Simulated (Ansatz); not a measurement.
```cif
data_structure
_symmetry_space_group_name_H-M 'P 1'
_symmetry_Int_Tables_number 1
_cell_length_a 2.7991
_cell_length_b 3.7366
_cell_length_c 8.8039
_cell_angle_alpha 90.000
_cell_angle_beta 90.000
_cell_angle_gamma 90.000
_cell_volume 92.08
loop_
_atom_site_label
_atom_site_type_symbol
_atom_site_fract_x
_atom_site_fract_y
_atom_site_fract_z
_atom_site_occupancy
Al1 Al 0.00000 0.00000 0.65548 1
Al2 Al 0.50000 0.50000 0.15548 1
Al3 Al 0.00000 0.00000 0.34452 1
Al4 Al 0.50000 0.50000 0.84453 1
O1 O 0.00000 0.50000 0.00000 1
O2 O 0.50000 0.00000 0.50000 1
O3 O 0.50000 0.00000 0.19638 1
O4 O 0.00000 0.50000 0.69638 1
O5 O 0.00000 0.50000 0.30362 1
O6 O 0.50000 0.00000 0.80362 1
```

Space group Immm; a structure generated by program, which may or may not match a known phase; computed pressure about −8 GPa in this cell.

Method: DFT HSE06, scalar-relativistic, plane waves, PAW (Ansatz 0.2.0).

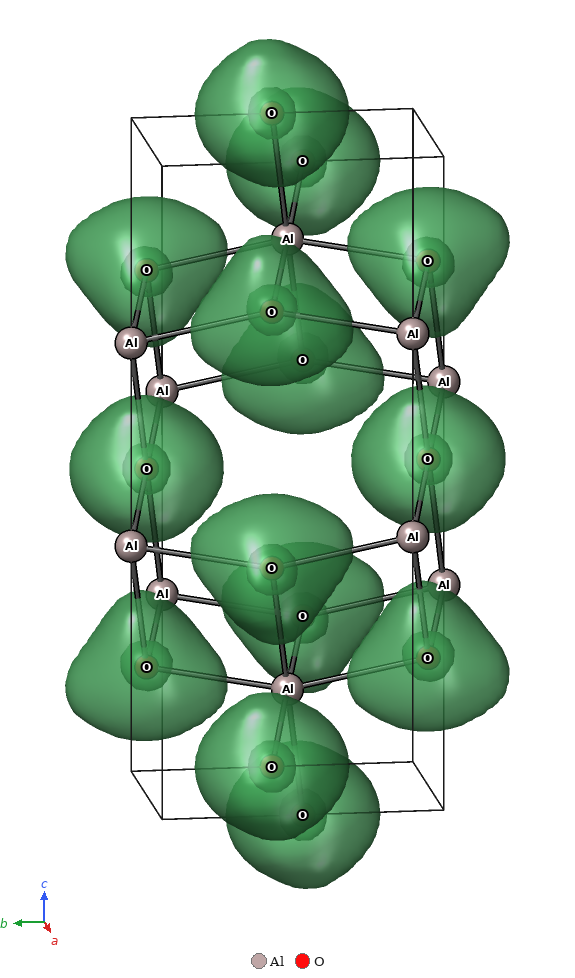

Al2O3. Isosurface of the ELF at 0.65 (green), seen at an oblique angle. Only the valence region is drawn (cores and ρ < 0.01 e/Å³ removed). Sticks mark near contacts.

Question: Identify the bonds, lone pairs and shells in this picture.

Answer: The ELF exceeds this value in six regions on O in which the atom's valence shell and bonds are merged, counted in one cell of 10 atoms. Any copies at cell faces, edges or corners count once. Profiles from the grid: Al–O (1.90 Å): the ELF peaks at about 0.85 in the valence shell of O, 0.7 Å from its nucleus, and is about 0.80 at the midpoint. Al–O (1.96 Å): the ELF peaks at about 0.85 in the valence shell of O, 0.7 Å from its nucleus, and is about 0.75 at the midpoint.

Question: Metal or insulator at this level of theory?

Answer: It is gapped, with a Kohn–Sham gap of 7.0 eV on the k-point mesh, an upper bound to the gap of this method.
